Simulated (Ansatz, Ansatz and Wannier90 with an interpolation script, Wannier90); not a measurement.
**Settings in Wannier-interpolated G0W0: GaAs (F-43m)**

How do the Wannier model and the GW settings move the interpolated bands of GaAs (F-43m)?

Main program and level: Wannier90 4.0.3; maximally localised Wannier functions from the overlaps of r2SCAN states (plane waves, PAW).

**1. The starting structure**

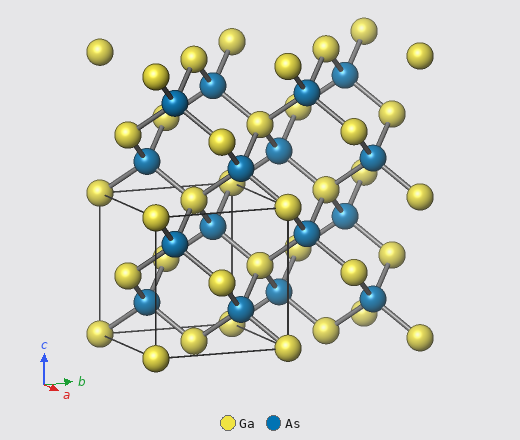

Start, viewed slightly off an axis; gallium yellow, arsenic blue. 1×2×2 cells are drawn. This picture shows the conventional cell, with its axes. Bonds to atoms that aren't drawn are left out. Some periodic images of atoms are drawn too.

The cell and positions come from the Crystallography Open Database and are kept as given unless a step says otherwise.

**2. Wannier model on 16×16×16, by Wannier90**

Localised functions give a small Hamiltonian that interpolates between mesh points at no cost.

The input, w.win:

```
num_iter = 1200
conv_tol = 1.0e-8
conv_window = 5
dis_num_iter = 4000
dis_conv_tol = 1.0e-8
dis_mix_ratio = 0.7
write_hr = true
use_ws_distance = false
num_print_cycles = 50
! ansatz wannier90 interface
! projections by site (counted from 0) and shell: 1 4P, 0 4S, 0 4P
! states of the run's bands (counted from 1): 1-24
num_bands = 24
num_wann  = 7
dis_win_min = 0.8
dis_win_max = 20.27
dis_froz_min = 0.8
dis_froz_max = 11.95
guiding_centres = true

begin unit_cell_cart
Ang
                      0.0                  2.82685                  2.82685
                  2.82685                      0.0                  2.82685
                  2.82685                  2.82685                      0.0
end unit_cell_cart

begin atoms_frac
Ga                       0.0                      0.0                      0.0
As                      0.75                     0.75                     0.75
end atoms_frac

mp_grid = 16 16 16

[... the mesh's points ...]
```

Command:

```
$ OMP_NUM_THREADS=1 mpirun -n 8 wannier90.x w > wannier90.x.log
```

Numbers of over 12 decimals in the logs are rounded to 6 here.

What it wrote:

```text
TEM
                                    ------

                              Lattice Vectors (Ang)
                    a_1     0.000000   2.826850   2.826850
                    a_2     2.826850   0.000000   2.826850
                    a_3     2.826850   2.826850   0.000000

                   Unit Cell Volume:      45.17917  (Ang^3)

                        Reciprocal-Space Vectors (Ang^-1)
                    b_1    -1.111340   1.111340   1.111340
                    b_2     1.111340  -1.111340   1.111340
                    b_3     1.111340   1.111340  -1.111340

 *----------------------------------------------------------------------------*
 |   Site       Fractional Coordinate          Cartesian Coordinate (Ang)     |
 +----------------------------------------------------------------------------+
 | ga   1   0.00000   0.00000   0.00000   |    0.00000   0.00000   0.00000    |
 | as   1   0.75000   0.75000   0.75000   |    4.24027   4.24027   4.24027    |
 *----------------------------------------------------------------------------*
                                ------------
                                K-POINT GRID
                                ------------

             Grid size = 16 x 16 x 16      Total points = 4096

 *---------------------------------- MAIN ------------------------------------*
 |  Number of Wannier Functions               :                 7             |
 |  Number of Objective Wannier Functions     :                 7             |
 |  Number of input Bloch states              :                24             |
 |  Output verbosity (1=low, 5=high)          :                 1             |
 |  Timing Level (1=low, 5=high)              :                 1             |
 |  Optimisation (0=memory, 3=speed)          :                 3             |
 |  Length Unit                               :               Ang             |
 |  Post-processing setup (write *.nnkp)      :                 F             |
 |  Using Gamma-only branch of algorithms     :                 F             |
 *----------------------------------------------------------------------------*
 *------------------------------- WANNIERISE ---------------------------------*
 |  Total number of iterations                :              1200             |
 |  Number of CG steps before reset           :                 5             |
 |  Trial step length for line search         :             2.000             |
 |  Convergence tolerence                     :         0.100E-07             |
 |  Convergence window                        :                 5             |
 |  Iterations between writing output         :                50             |
 |  Iterations between backing up to disk     :               100             |
 |  Write r^2_nm to file                      :                 F             |
[...]
+--------------------------------------------------------------------+<-- CONV

 ------------------------------------------------------------------------------
 Initial State
  WF centre and spread    1  (  4.240275,  4.240275,  4.240275 )     3.11487054
  WF centre and spread    2  (  4.240275,  4.240275,  4.240275 )     3.11487054
  WF centre and spread    3  (  4.240275,  4.240275,  4.240275 )     3.11487054
[...]
Sum of centres and spreads ( 12.720825, 12.720825, 12.720825 )    26.50382542

      0     0.265E+02     0.0000000000       26.5038254245       6.45  <-- CONV
        O_D=      0.2816096 O_OD=      5.8097086 O_TOT=     26.5038254 <-- SPRD
 ------------------------------------------------------------------------------
 Cycle:      1
[...]
Sum of centres and spreads ( 12.720825, 12.720825, 12.720825 )    26.20876347

      1    -0.295E+00     0.1752873738       26.2087634739       6.51  <-- CONV
        O_D=      0.2456712 O_OD=      5.5505850 O_TOT=     26.2087635 <-- SPRD
 Delta: O_D= -0.3593841E-01 O_OD= -0.2591235E+00 O_TOT= -0.2950620E+00 <-- DLTA
 ------------------------------------------------------------------------------
 Cycle:     50
[...]
Sum of centres and spreads ( 12.720825, 12.720825, 12.720825 )    25.61241533

     50    -0.723E-05     0.0011218637       25.6124153343       8.84  <-- CONV
        O_D=      0.2512987 O_OD=      4.9486094 O_TOT=     25.6124153 <-- SPRD
 Delta: O_D=  0.3100175E-05 O_OD= -0.1032990E-04 O_TOT= -0.7229721E-05 <-- DLTA
 ------------------------------------------------------------------------------

             <<<     Delta < 1.000E-08  over  5 iterations     >>>
             <<< Wannierisation convergence criteria satisfied >>>

 Final State
[...]
WF centre and spread    6  (  0.000000,  0.000000, -0.000000 )     4.48835001
  WF centre and spread    7  (  0.000000, -0.000000, -0.000000 )     4.48835001
  Sum of centres and spreads ( 12.720825, 12.720825, 12.720825 )    25.61237873

         Spreads (Ang^2)       Omega I      =    20.412507289
        ================       Omega D      =     0.251134118
                               Omega OD     =     4.948737324
    Final Spread (Ang^2)       Omega Total  =    25.612378732
 ------------------------------------------------------------------------------

 Writing checkpoint file w.chk... done

 *---------------------------------------------------------------------------*
 |                               PLOTTING                                    |
 *---------------------------------------------------------------------------*

 *===========================================================================*
 |                             TIMING INFORMATION                            |
 *===========================================================================*
 |    Tag                                                Ncalls      Time (s)|
 |---------------------------------------------------------------------------|
 |kmesh: get                                        :         1         0.851|
 |overlap: read                                     :         1         9.778|
 |dis: main                                         :         1         6.503|
 |wann: main                                        :         1         3.950|
 |plot: main                                        :         1         0.284|
 *---------------------------------------------------------------------------*
 All done: wannier90 exiting
```

The job ended after 24 s (8 MPI ranks of Intel Xeon 6975P-C (Granite Rapids), shared host; 3.2 min of CPU time).

Numbers from this step:

```
gauge-invariant spread     : 20.41 Å²
diagonal spread            : 0.2511 Å²
off-diagonal spread        : 4.949 Å²
total spread               : 25.61 Å²
disentanglement steps      : 316
r.m.s. interpolation error : 0.001048 eV
r.m.s. error near the gap  : 0.001418 eV
```

Near the gap the model misses directly solved bands by 1.4 meV r.m.s. and by 9 meV at most in the window tested. This tests the starting bands, not the corrections carried with them.

**3. Wannier model on 16×16×16, by the program's own minimiser**

This step: maximally localised Wannier functions, r2SCAN, plane waves, PAW.

The input, input.yaml:

```yaml
crystal:
  lattice:
    - [0.0, 2.82685, 2.82685]
    - [2.82685, 0.0, 2.82685]
    - [2.82685, 2.82685, 0.0]
  atoms:
    - { symbol: Ga, position: [0.0, 0.0, 0.0] }
    - { symbol: As, position: [0.75, 0.75, 0.75] }
kpoints:
  mp_grid: { grid: [8, 8, 8] }
hamiltonian:
  xc: r2scan
scf:
  occupations: { method: fixed }
  n_extra_bands: 30
output:
  wannier:
    kmesh: [16, 16, 16]
    projections:
      - { species: As, l: p, shell: 4 }
      - { species: Ga, l: s, shell: 4 }
      - { species: Ga, l: p, shell: 4 }
    minimise: true
    write_hr: true
    seedname: w
    conv_tol: 1.0e-06
    max_iter: 20000
    stability_check: false
    disentanglement:
      window: [0.8, 20.27]
      frozen_window: [0.8, 11.95]
      conv_tol: 1.0e-08
```

Command:

```
$ ansatz run input.yaml --threads 12 --pin off --max-ram 22118MiB --backend cpu --events-out ev --progress --plain --runs-dir out
```

What it wrote:

```text
scf.n_extra_bands = 30 over 14 filled bands (N_el = 28.0): the run solves 44 bands
Engine: ansatz 0.2.0, x86_64-unknown-linux-gnu
Pseudopotentials: kind: paw
Pseudopotential: Ga, paw, valence charge 13, recommended cutoff 500 eV (meta_gga), Ga.paw.azcp
Pseudopotential: As, paw, valence charge 15, recommended cutoff 500 eV (meta_gga), As.paw.azcp
Functional definition: r2SCAN
  parameter k0 = 0.174
  parameter k1 = 0.065
  parameter a1 = 4.9479
  exchange = r2scan_x(k0 = k0, k1 = k1, a1 = a1)
  correlation = r2scan_c
Crystal: 2 atoms, lattice volume = 45.179 Å³
Basis set: ecut = 500 eV, 1139 PW (Γ), exchange–correlation on 120×120×120 points (64 copies of the dense FFT grid, shifted against one another)
Bands: 44, of which v1, the nominal top of the filled ones, is band 14 counted from 1 (13 counted from 0)
Symmetry: 24 space group operations
Space group: F-43m (ITA 216), of the structure as read, at distance tolerance 3.6e-5 Å
k-points: 29 of 512 (time reversal used)
Non-local potential: Ga, projectors of the file, l = 0: 2, l = 1: 2, l = 2: 3, l = 3: 1
Non-local potential: As, projectors of the file, l = 0: 2, l = 1: 2, l = 2: 3, l = 3: 1
PAW form: soft (Blöchl's): semilocal exchange-correlation on the pseudo side does not see the compensation charge
PAW frozen core: Ga, regenerated for the run's functional (the file was generated under x = pbe(κ = 0.804, μ = 0.219515), c = pbe(β = 0.066725))
PAW frozen core: As, regenerated for the run's functional (the file was generated under x = pbe(κ = 0.804, μ = 0.219515), c = pbe(β = 0.066725))
PAW one-centre angular grid: Ga, 590 points (default); XC on 160 Gauss nodes
[...]
NSCF: frozen V_eff on 148 k-points
the Wannier pass solved 148 of the 4096 points of its mesh, and has the states at the others by symmetry: states obtained by the crystal's operations at points that were solved too leave a residual of 4.20e-13 eV (read by the count's bands and the next), within 5.56e-6 eV
SCF converged after 6 iterations
Free energy (F): -8655.753949 eV
Harris-Foulkes:  -8655.753949 eV  (|F-HF|=4.64e-9)
Internal energy: -8655.753949 eV  (E = F + TS)
E sigma→0 (E₀):  -8655.753949 eV
Fermi energy:    7.937955 eV
--- Per-component energies (eV) ---
  E_band       = -331.094724
  E_kinetic    = 218.621447
  E_local      = -3919.234342  (includes V_loc(G=0)·N_el)
  E_nonlocal   = -242.901297
  E_hartree    = 1977.238408
  E_xc         = -136.649105
  E_vxc        = -143.970582  (∫ρ·V_xc dr)
  E_paw        = -3851.990755  (= ΣΔE_a)
  E_vpaw       = -205.593822  (= ΣTr[D̂ρ^β])
  E_aug_tail   = -0.000041  (compensation charges beyond the density's cutoff)
  E_vtau       = 7.515654  (kinetic-family band-sum trace: ∫τ·v_τ [+ j·A + Jᵃ·Aᵃ] dr)
  E_ewald      = -2698.727786
  E_core_change = -2.110478  (= ΣΔE_core)
  E_smearing   = -0.000000  (= −TS)
  E_closure    = 0.000000  (closes the sum)
  Σ components = -8655.753949   (vs F -8655.753949, Δ=0.00e0)
--- Band table (eV; the first three rows and the last of 29) ---
  k-point 0: bands = [... 10 lower, -5.2704, 7.9380, 7.9380, 7.9380, 8.9537, 11.9877, 11.9877, 11.9877, ... 26 higher]
  k-point 1: bands = [... 10 lower, -5.0776, 6.0308, 7.6955, 7.6955, 9.9276, 12.3490, 12.3490, 12.5152, ... 26 higher]
  k-point 2: bands = [... 10 lower, -4.5412, 3.7491, 7.2373, 7.2373, 9.7734, 12.8910, 12.8910, 14.4042, ... 26 higher]
  k-point 28: bands = [... 10 lower, -2.5828, 1.1496, 4.2956, 4.5038, 12.9715, 13.0082, 13.8563, 14.4305, ... 26 higher]
Wannier search: line search 1 of at most 20000: gauge-dependent spread (as the search counts it) 5.7969566 Å², largest recent change 3.0e-1 Å² against conv_tol 1.0e-6 Å², 0 stops escaped
```

Elapsed: 18 s, on 12 threads; peak memory 4.3 GiB; 60 s of CPU time.

Numbers from this step:

```
gauge-invariant spread     : 20.41 Å²
diagonal spread            : 0.2515 Å²
off-diagonal spread        : 4.949 Å²
total spread               : 25.61 Å²
least projectability       : 0.1729
localisation steps         : 67
disentanglement steps      : 301
r.m.s. interpolation error : 0.001048 eV
r.m.s. error near the gap  : 0.001419 eV
```

Near the gap the model misses directly solved bands by 1.4 meV r.m.s. and by 9 meV at most in the window tested. This tests the starting bands, not the corrections carried with them.

Frozen up to 4.02 eV; above it the model need not follow the bands. The electronic bands at the labelled points (eV, zero at the valence-band top; v1 is the highest filled band, c1 the lowest empty one):

| point | v3 | v2 | v1 | c1 | c2 | c3 | c4 |
| --- | --- | --- | --- | --- | --- | --- | --- |
| Γ | 0.00 | 0.00 | 0.00 | 1.02 | 4.05 | 4.05 | 4.05 |
| X | -6.99 | -2.78 | -2.78 | 1.76 | 1.96 | 10.88 | 10.88 |
| U | -6.79 | -3.97 | -2.34 | 2.28 | 5.11 | 8.63 | 8.77 |
| jump to K | -6.79 | -3.97 | -2.34 | 2.28 | 5.11 | 8.63 | 8.77 |
| Γ | 0.00 | 0.00 | 0.00 | 1.02 | 4.05 | 4.05 | 4.05 |
| L | -6.81 | -1.18 | -1.18 | 1.37 | 5.00 | 5.00 | 8.57 |
| W | -6.79 | -3.64 | -3.43 | 5.03 | 5.07 | 5.92 | 7.62 |
| X | -6.99 | -2.78 | -2.78 | 1.76 | 1.96 | 10.88 | 10.88 |

The same for Kohn-Sham, solved directly:

| point | v3 | v2 | v1 | c1 | c2 | c3 | c4 |
| --- | --- | --- | --- | --- | --- | --- | --- |
| Γ | 0.00 | 0.00 | 0.00 | 1.02 | 4.05 | 4.05 | 4.05 |
| X | -6.99 | -2.78 | -2.78 | 1.76 | 1.96 | 10.88 | 10.88 |
| U | -6.79 | -3.97 | -2.34 | 2.28 | 5.03 | 8.56 | 8.61 |
| K | -6.79 | -3.97 | -2.34 | 2.28 | 5.03 | 8.56 | 8.61 |
| Γ | 0.00 | 0.00 | 0.00 | 1.02 | 4.05 | 4.05 | 4.05 |
| L | -6.81 | -1.18 | -1.18 | 1.37 | 5.00 | 5.00 | 8.30 |
| W | -6.79 | -3.64 | -3.43 | 5.03 | 5.07 | 5.92 | 6.49 |
| X | -6.99 | -2.78 | -2.78 | 1.76 | 1.96 | 10.88 | 10.88 |

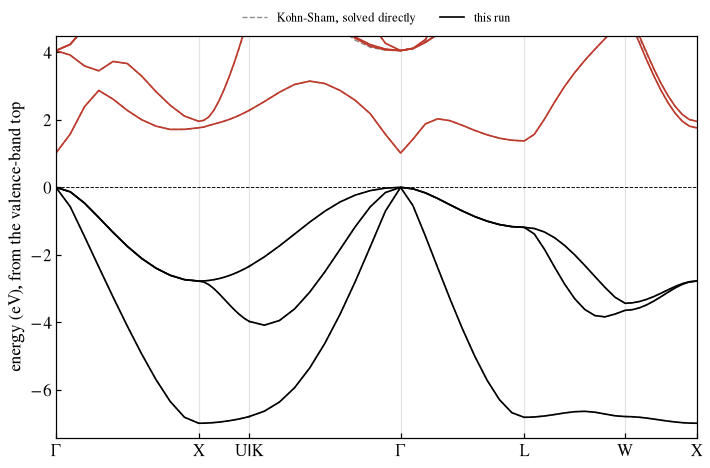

Electronic bands along the path; lines of filled and empty bands in two colours; dashed: Kohn-Sham, solved directly.

(Part 1 of 2 ends here.)

[Paths, hosts, dates, memory and timing lines, banners, echoed tables and standing remarks are left out of the program output.]

[Logs are printed without paths, hosts, clocks, repeated set-up lines and the standing remarks that a program may print on its own settings, such as how far it seeks lower states.]

[Runs of the session that timed out or met a known fault of the program may be left out.]

[Hosts, paths, dates, database ids (printed as entryN), source tags and the programs' standing remarks are cut or masked in the printed files.]
